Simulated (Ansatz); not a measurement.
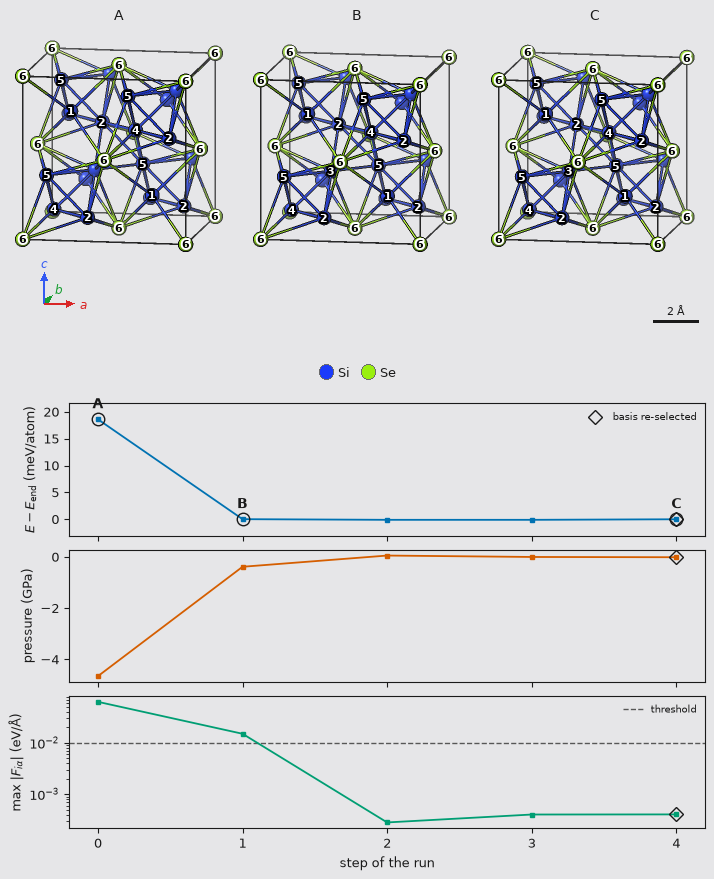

Frames of a relaxation of solid Si$_{5}$Se (a generated structure, set up in F-43m), marked on the history of the run. The picture is a ball-and-stick view of the conventional cell (4 times the calculation's cell), seen slightly off an axis. Lengths and directions refer to the drawn axes.

Level of theory: Ansatz, DFT PBE, scalar-relativistic, plane waves, PAW. Settings: plane-wave cutoff 420 eV; k-point mesh 10 × 10 × 10; occupations gaussian; smearing width 0.1 eV; no spin polarisation; cell and atoms relaxed; force threshold 0.01 eV/Å; at most 80 steps.

What happens along the run?

Answer. The energy falls by 18.6 meV per atom in 3 accepted moves (4 points after the start). The largest force component goes from 0.063 to 0.0004 eV/Å. Pressure: −4.65 GPa at the start and −0.01 GPa at the end. The SCF was repeated once at an unchanged geometry on a basis and grid sized afresh for the cell, which shifted the energy by 0.1 meV per atom at most. The largest moves relative to the cell, 0.009 Å, are those of Si2, Si3, Si4 and Si5. Si4 goes along [1 −1 1]. Se stays in place. The drawn cell changes as follows: a = b = c 7.503 → 7.331 Å (−2.3 %); the volume changes by −6.7 %. Among the contacts that change: Si2–Si3 2.668 → 2.593 Å, Si1–Se6 3.249 → 3.174 Å, Si2–Se6 3.112 → 3.039 Å, Si2–Si3 (another image) 2.637 → 2.591 Å. The space group stays F-43m (No. 216). From step 0 to 1: volume −6.2 %, energy −18.6 meV per atom. From step 1 to 4: volume −0.5 %, energy 0.0 meV per atom.

```csv
step,"E − E(0), meV/atom","largest force component, eV/Å","pressure, GPa","volume, Å³/atom",note
0,0.00,0.0632,-4.65,17.596,
1,-18.60,0.0150,-0.38,16.498,
2,-18.72,0.0003,0.05,16.405,
3,-18.72,0.0004,0.00,16.417,
4,-18.61,0.0004,-0.01,16.417,"same geometry, new basis"
```
